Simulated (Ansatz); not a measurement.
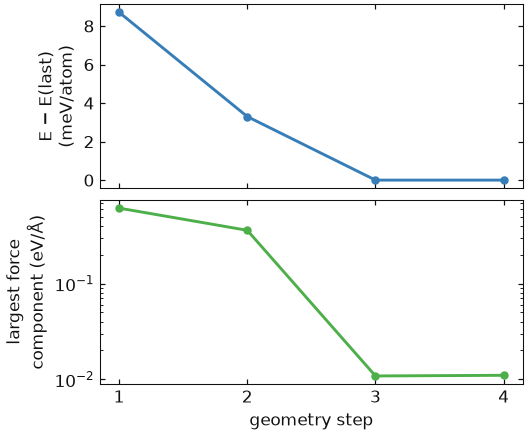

(Drawn from a calculation with Ansatz.)

History of a geometry optimisation. Only the atoms move.

```
crystal:
  lattice:
    - [2.8450138271, 0.0, 0.0]
    - [0.0, 2.8450138271, 0.0]
    - [0.0, 0.0, 26.3800553082]
  atoms:
    - { symbol: Fe, position: [0.5, 0.5, 0.2843056966], spin: 0.75 }
    - { symbol: Al, position: [0.0, 0.0, 0.3382292724] }
    - { symbol: Fe, position: [0.5, 0.5, 0.3921528483], spin: 0.75 }
    - { symbol: Al, position: [0.0, 0.0, 0.4460764241] }
    - { symbol: Fe, position: [0.5, 0.5, 0.5], spin: 0.75 }
    - { symbol: Al, position: [0.0, 0.0, 0.5539235759] }
    - { symbol: Fe, position: [0.5, 0.5, 0.6078471517], spin: 0.75 }
    - { symbol: Al, position: [0.0, 0.0, 0.6617707276] }
    - { symbol: Fe, position: [0.5, 0.5, 0.7156943034], spin: 0.75 }
basis:
  ecutwfc: 420
kpoints:
  mp_grid: { grid: [12, 12, 1] }
hamiltonian:
  xc: pbesol
scf:
  occupations: { method: gaussian, width: 0.1 }
output:
  forces: true
  eigenvalues: true
  populations: true
magnetization:
  spin_polarized: true
relax:
  adjacent_minimum: "off"
  f_tol: 0.02
  max_steps: 60
efield:
  axis: 3
  dipole_correction: true
checkpoint:
  read: start.run
  write: ck
  compress: false
  write_wavefunctions: false
  write_every: 100000
```

How did the optimisation end?

Answer. The optimisation met its thresholds at geometry 4, counting the start as the first. The energy fell by about 8.7 meV/atom from the first step to the last. The largest force component goes from about 0.61 eV/Å at the start to 0.011 eV/Å at the end.
